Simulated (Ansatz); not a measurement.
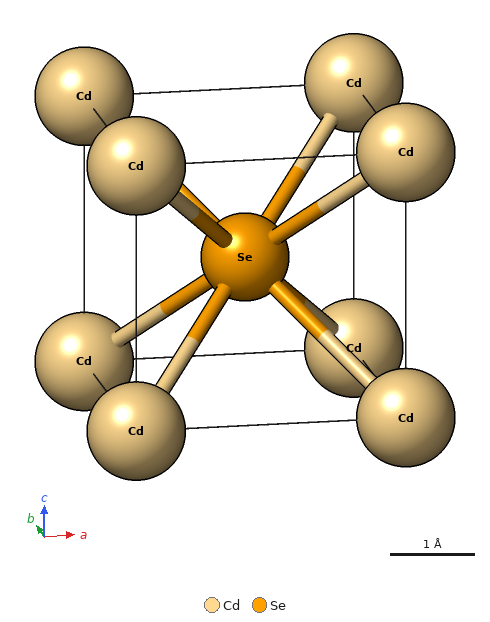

The structure as given in the input (ball-and-stick view of the cell of the calculation, seen slightly off an axis). Near neighbours in the crystal (not all of them lie inside the picture): Cd has 8 Se at 2.83 Å; Se has 8 Cd at 2.83 Å.

**Geometry relaxation, with input and output: CdSe**

CdSe (Pm-3m, 2 atoms in the cell), computed with DFT, PBE, all-electron LAPW, scalar-relativistic, no spin polarisation (Ansatz 0.2.0).

It belongs to a series of runs on one base structure; here: CsCl relaxed under pressure, LAPW.

**Input**
```yaml
crystal:
  lattice:
    - [3.2692792391, 0.0, 0.0]
    - [0.0, 3.2692792391, 0.0]
    - [0.0, 0.0, 3.2692792391]
  atoms:
    - { symbol: Cd, position: [0.0, 0.0, 0.0] }
    - { symbol: Se, position: [0.5, 0.5, 0.5] }
kpoints:
  mp_grid: { grid: [13, 13, 13] }
scf:
  occupations: { method: fermi_dirac, width: 0.05 }
hamiltonian:
  xc: pbe
  pseudopotentials: { kind: all_electron, lapw: { basis_error: 0.0005 } }
output:
  forces: true
  stress: true
  eigenvalues: true
relax:
  f_tol: 0.005
  max_steps: 12
  cell: { p_target: 27.0, stress_tol: 0.03 }
```

Hardware: 1 thread of Intel Xeon @ 2.50GHz (Skylake/Cascade Lake), 64 GiB of memory available, shared host.

Launch command:
```bash
ansatz run input.yaml --threads 1 --pin off --max-ram 3584MiB --backend cpu --events-out ev --progress --plain --runs-dir out
```

**The program's output**
```
The last accepted step is kept in [file] (removed where the run ends without a failure and the disk answers)
LAPW: plane waves up to 8.346 Å⁻¹, error target 5.0e-4 eV per atom; small_component_spin mean_spin; Se in spheres of 1.318 Å, 24 of its electrons in bands, Dirac shells []; Cd in spheres of 1.429 Å, 20 of its electrons in bands, Dirac shells [] (how accurate: hamiltonian.pseudopotentials.lapw.basis_error, Limitations)
Engine: ansatz 0.2.0, x86_64-unknown-linux-gnu
Pseudopotentials: kind: all_electron
Pseudopotential: Cd, LAPW, valence charge 20, lapw/all_electron/scalar/gaussian/Cd, Koelling and Harmon's equation, gaussian nucleus
Pseudopotential: Se, LAPW, valence charge 24, lapw/all_electron/scalar/gaussian/Se, Koelling and Harmon's equation, gaussian nucleus
Functional definition: PBE
  parameter kappa = 0.804
  parameter beta = 0.06672455060314922
  exchange = pbe_x(kappa = kappa, mu = beta*pi^2/3)
  correlation = pbe_c(beta = beta)
Crystal: 2 atoms, lattice volume = 34.943 Å³
Basis set: ecut = 265.3587960247597 eV, 341 PW (Γ), exchange–correlation at level 2
Bands: 27, of which v1, the nominal top of the filled ones, is band 22 counted from 1 (21 counted from 0)
Symmetry: 48 space group operations
Space group: Pm-3m (ITA 221), of the structure as read, at distance tolerance 3.3e-5 Å
k-points: 84 of 2197
Non-local potential: Cd, projectors of the file, none
Non-local potential: Se, projectors of the file, none
Initial density: superposition of atomic densities (chi_scale 0.1, normalization cell, long waves kept (reshape's long-wave potential 0.00 eV rms))
Initial wavefunctions: plane waves of lowest kinetic energy (no species holds an atomic orbital)
Functional: x = pbe(κ = 0.804, μ = 0.2195149727645171), c = pbe(β = 0.06672455060314922)
iter 1 solved again at ethr=2.37e-3 eV; its pass at ethr=1.00e-1 eV (dr2=1.04e0 eV) is discarded
SCF iter   1: F=—  HF=-218360.949382 eV  |F-HF|=—  |Δ(HF+E_count)|=         —  Δρ=3.79e-2  dr2=1.04e0  ethr=2.37e-3  ⟨swp⟩=2.0  Hψ=14496  notcnv=0
preconditioner: auto → Kerker (q_TF=auto, 2.835 Å⁻¹)  [metal: Δε(μ)=0.016 eV  Ē_g=13.789 eV  σ=0.050 eV  W_gap=0.08  n_scr=18 (ndim 8)  ℏωp=26.7 eV  f_vac=0.000  D(μ)=1.01/eV (n_scr^D=6)]
SCF iter   2: F=—  HF=-218360.576518 eV  |F-HF|=—  |Δ(HF+E_count)|=   3.73e-1  Δρ=1.82e-2  dr2=2.58e-1  ethr=2.37e-3  ⟨swp⟩=2.0  Hψ=6972  notcnv=0
SCF iter   3: F=—  HF=-218360.536047 eV  |F-HF|=—  |Δ(HF+E_count)|=   4.05e-2  Δρ=1.23e-2  dr2=1.22e-1  ethr=5.86e-4  ⟨swp⟩=2.0  Hψ=6735  notcnv=0
SCF iter   4: F=—  HF=-218360.512025 eV  |F-HF|=—  |Δ(HF+E_count)|=   2.40e-2  Δρ=4.71e-3  dr2=1.73e-2  ethr=2.77e-4  ⟨swp⟩=2.0  Hψ=6919  notcnv=0
iter 5 solved again at ethr=8.95e-7 eV; its pass at ethr=3.93e-5 eV (dr2=3.94e-4 eV) is discarded
SCF iter   5: F=—  HF=-218360.511173 eV  |F-HF|=—  |Δ(HF+E_count)|=   8.52e-4  Δρ=1.14e-3  dr2=3.93e-4  ethr=8.95e-7  ⟨swp⟩=2.0  Hψ=11212  notcnv=0
SCF iter   6: F=—  HF=-218360.511192 eV  |F-HF|=—  |Δ(HF+E_count)|=   1.88e-5  Δρ=5.31e-4  dr2=1.02e-4  ethr=8.92e-7  ⟨swp⟩=2.0  Hψ=6572  notcnv=0
SCF iter   7: F=—  HF=-218360.511137 eV  |F-HF|=—  |Δ(HF+E_count)|=   5.52e-5  Δρ=2.78e-4  dr2=2.90e-5  ethr=2.32e-7  ⟨swp⟩=2.0  Hψ=6571  notcnv=0
SCF iter   8: F=—  HF=-218360.511140 eV  |F-HF|=—  |Δ(HF+E_count)|=   3.39e-6  Δρ=4.89e-5  dr2=9.90e-7  ethr=6.59e-8  ⟨swp⟩=2.0  Hψ=6571  notcnv=0
SCF iter   9: F=—  HF=-218360.511140 eV  |F-HF|=—  |Δ(HF+E_count)|=   8.26e-8  Δρ=1.66e-5  dr2=1.21e-7  ethr=2.25e-9  ⟨swp⟩=2.0  Hψ=6571  notcnv=0
SCF iter  10: F=-218360.511140 eV  HF=-218360.511140 eV  |F-HF|=2.04e-10  |Δ(HF+E_count)|=   8.85e-9  Δρ=2.41e-6  dr2=1.47e-9  ethr=2.74e-10  ⟨swp⟩=2.0  Hψ=6571  notcnv=0
SCF 1 converged in 10 iterations: F = -218360.511140 eV  dr2 = 1.47e-9
relax step   1: F+E_penalty+E_count = -218360.51114034 eV  Δ(F+E_penalty+E_count) = +0.000e0 eV  max|allowed force component| = 1.841e-30 eV/Å  Δτ_max = 0.0000 Å  P = +26.980 GPa  Ω = 34.943 Å³  (10 SCF iters, accepted)
Initial density: handed on by an earlier stage of this run
Initial wavefunctions: those handed on with the density
iter 1 solved again at ethr=1.62e-12 eV; its pass at ethr=1.00e-1 eV (dr2=7.13e-10 eV) is discarded
SCF iter   1: F=—  HF=-218360.511141 eV  |F-HF|=—  |Δ(HF+E_count)|=         —  Δρ=1.46e-6  dr2=3.27e-10  ethr=4.78e-12 (applied; sched 1.62e-12)  ⟨swp⟩=6.6  Hψ=14588  notcnv=0  reapply=23
preconditioner: auto → Kerker (q_TF=auto, 2.835 Å⁻¹)  [metal: Δε(μ)=0.008 eV  Ē_g=14.278 eV  σ=0.050 eV  W_gap=0.04  n_scr=18 (ndim 8)  ℏωp=26.7 eV  f_vac=0.000  D(μ)=1.28/eV (n_scr^D=6)]
SCF iter   2: F=-218360.511140 eV  HF=-218360.511140 eV  |F-HF|=1.75e-10  |Δ(HF+E_count)|=   3.50e-7  Δρ=9.33e-7  dr2=1.39e-10  ethr=3.68e-12 (applied; sched 1.00e-12)  ⟨swp⟩=3.0  Hψ=7038  notcnv=0
SCF 2 converged in 2 iterations: F = -218360.511140 eV  dr2 = 1.39e-10
relax step   2: F+E_penalty+E_count = -218360.51114034 eV  Δ(F+E_penalty+E_count) = -1.048e-9 eV  max|allowed force component| = 3.418e-30 eV/Å  Δτ_max = 0.0000 Å  P = +26.980 GPa  Ω = 34.943 Å³  stress off target by 2.04e-2 GPa  SCF on the basis re-selected at this cell (its energy is not comparable with the rows above)  (2 SCF iters)
```

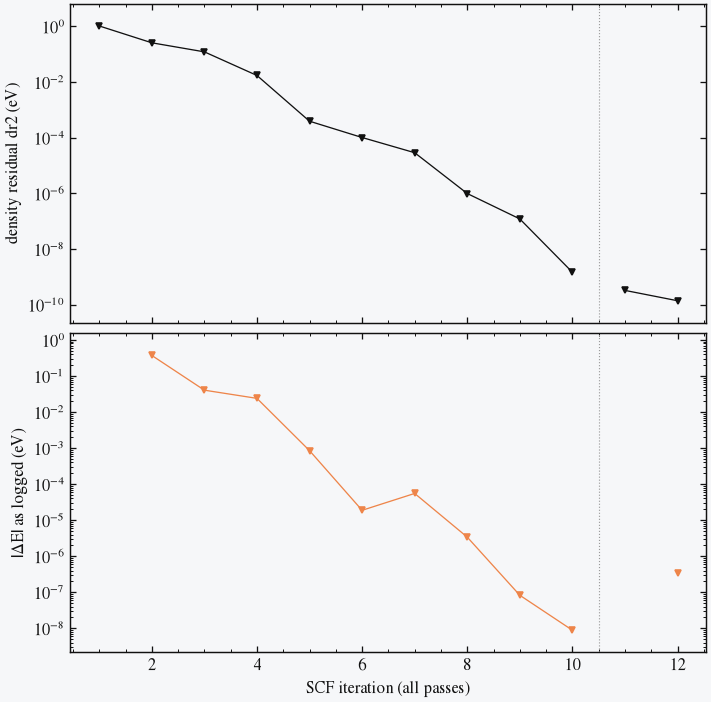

Convergence of the self-consistent field: density residual dr2 and size of the energy change against the SCF iteration. The dotted lines part the SCF passes of the relaxation: geometry steps, rejected trials and re-solves on a re-selected basis. The passes take 10 and 2 iterations.

```
basis re-selected at this cell: Δ(F+E_penalty+E_count) = -1.048e-9 eV, ΔP = -0.000 GPa vs the last step (what re-selecting the basis moved, after the strain that the cell walked since its last selection, with what the two solves' SCF thresholds leave and, on support functions, any second-order correction that the steps lacked; it is no measure of the basis error at this ecutwfc). This SCF's stress stands 2.04e-2 GPa from its target on what of the cell is left free (relax.cell.stress_tol is 3.00e-2 GPa) and its largest allowed force component is 3.42e-30 eV/Å (relax.f_tol is 5.00e-3 eV/Å): within both
SCF converged after 2 iterations
Free energy (F): -218360.511140 eV
Harris-Foulkes:  -218360.511140 eV  (|F-HF|=1.75e-10)
Internal energy: -218360.500886 eV  (E = F + TS)
E sigma→0 (E₀):  -218360.506013 eV
Entropy (-TS):   -0.010255 eV (-5.127 meV/atom)
Fermi energy:    17.486631 eV
--- Per-component energies (eV) ---
  E_band       = -1737.857160
  E_kinetic    = 227184.943468
  E_xc         = -6609.123783
  E_electrostatic = -438936.320570  (all electrons and nuclei)
  E_smearing   = -0.010255  (= −TS)
  E_closure    = 0.000000  (closes the sum)
  E_atoms      = -218356.868614  (free atoms, spherical and without spin; not in F)
  Σ components = -218360.511140   (vs F -218360.511140, Δ=0.00e0)
  Basis errors (estimates in eV, not in F): energy 1.4e-4 per atom: plane waves 1.3e-4 (7.1e-5 summed), levels above the bands 3.7e-85, relativity 4.4e-8, radial functions 8.1e-6, core shells 2.2e-7; eigenvalues (radial functions only) 2.6e-6; not estimated: angular momenta, meshes, grids; target (lapw.basis_error) 5.0e-4; muffin-tin radii Se 1.318 Å, Cd 1.429 Å
--- Forces (eV/Å), atoms counted from 1 ---
  atom   1  Cd    -0.00000000     0.00000000     0.00000000
  atom   2  Se    -0.00000000    -0.00000000     0.00000000
  max |Σ_I F_I| component: 9.20e-30 eV/Å
--- Stress (GPa, compression-positive) ---
       26.979643       0.000000      -0.000000
        0.000000      26.979643       0.000000
       -0.000000       0.000000      26.979643
  P = ⅓ Tr σ = 26.9796 GPa (269.796 kbar)
--- Band table (eV; the first three rows and the last of 84) ---
  k-point 0: bands = ["-190.5846", "-130.0539", "-130.0539", "-130.0539", "-85.4627", "-46.5329", "-46.5329", "-46.5329", "-30.2809", "-30.2809", "-30.2782", "-30.2782", "-30.2782", "2.0009", "7.9652", "7.9652", "8.7567", "8.7567", "8.7567", "15.8177", "15.8177", "15.8177", "16.9028", "23.4956", "23.4956", "30.5413", "30.5413"]
  k-point 1: bands = ["-190.5846", "-130.0539", "-130.0539", "-130.0539", "-85.4627", "-46.5335", "-46.5329", "-46.5329", "-30.2809", "-30.2806", "-30.2783", "-30.2783", "-30.2782", "2.0634", "7.9711", "7.9865", "8.7297", "8.7297", "8.7586", "14.9065", "15.9098", "15.9098", "17.6362", "23.5126", "23.8463", "29.9079", "29.9079"]
  k-point 2: bands = ["-190.5846", "-130.0539", "-130.0539", "-130.0539", "-85.4626", "-46.5352", "-46.5327", "-46.5327", "-30.2808", "-30.2799", "-30.2784", "-30.2784", "-30.2782", "2.2459", "7.9876", "8.0385", "8.6570", "8.6570", "8.7639", "13.5951", "16.1734", "16.1734", "18.4815", "23.5619", "24.7438", "28.5912", "28.5912"]
  k-point 83: bands = ["-190.5846", "-130.0539", "-130.0539", "-130.0539", "-85.4614", "-46.5417", "-46.5417", "-46.5417", "-30.2803", "-30.2803", "-30.2803", "-30.2738", "-30.2738", "5.5134", "7.6100", "7.6100", "7.7526", "9.0517", "9.0517", "14.6156", "14.8837", "14.8837", "18.1450", "18.3516", "18.3516", "20.6986", "36.7763"]
--- Relaxed structure (1 steps of the walk, 1 accepted, 1 SCFs on fresh bases) ---
  F+E_penalty+E_count = -218360.51114034 eV   max|allowed force component| = 3.418e-30 eV/Å   (the final SCF, on the basis selected at the relaxed cell)
  cell:  # Å, volume = 34.9427 Å³
    - [3.2692792391, 0.0, 0.0]
    - [0.0, 3.2692792391, 0.0]
    - [0.0, 0.0, 3.2692792391]
  atoms:
    - { symbol: Cd, position: [0.0, 0.0, 0.0] }
    - { symbol: Se, position: [0.5, 0.5, 0.5] }
```

**Trajectory as extended XYZ (Å, eV, eV/Å), 2 frames, from step=1 to step=2**
```
2
Lattice="3.2693 0.0000 0.0000 0.0000 3.2693 0.0000 0.0000 0.0000 3.2693" Properties=species:S:1:pos:R:3:forces:R:3 step=1 energy=-218360.51114 pressure_GPa=26.98
Cd    0.0000    0.0000    0.0000    0.0000   0.0000   0.0000
Se    1.6346    1.6346    1.6346    0.0000   0.0000   0.0000
2
Lattice="3.2693 0.0000 0.0000 0.0000 3.2693 0.0000 0.0000 0.0000 3.2693" Properties=species:S:1:pos:R:3:forces:R:3 step=2 energy=-218360.51114 pressure_GPa=26.98
Cd    0.0000    0.0000    0.0000    0.0000   0.0000   0.0000
Se    1.6346    1.6346    1.6346    0.0000   0.0000   0.0000
```

**Summary**

- outcome: converged
- space group (tolerance 0.01 Å): Pm-3m (221)
- electrons in bands (core shells apart): 44
- free energy: −218360.5111 eV
- Fermi energy: 17.487 eV
- pressure: 26.98 GPa
- final volume: 34.94 Å³
- largest force (length of the vector) at the end: under 0.001 eV/Å
- final cell: a = 3.269 Å, b = 3.269 Å, c = 3.269 Å, α = 90.00°, β = 90.00°, γ = 90.00°
- wall time: 42 s
- peak memory: 0.51 GiB

**Notes**

The cell was relaxed to the target pressure of the input; what is minimised is then the enthalpy E + pV.
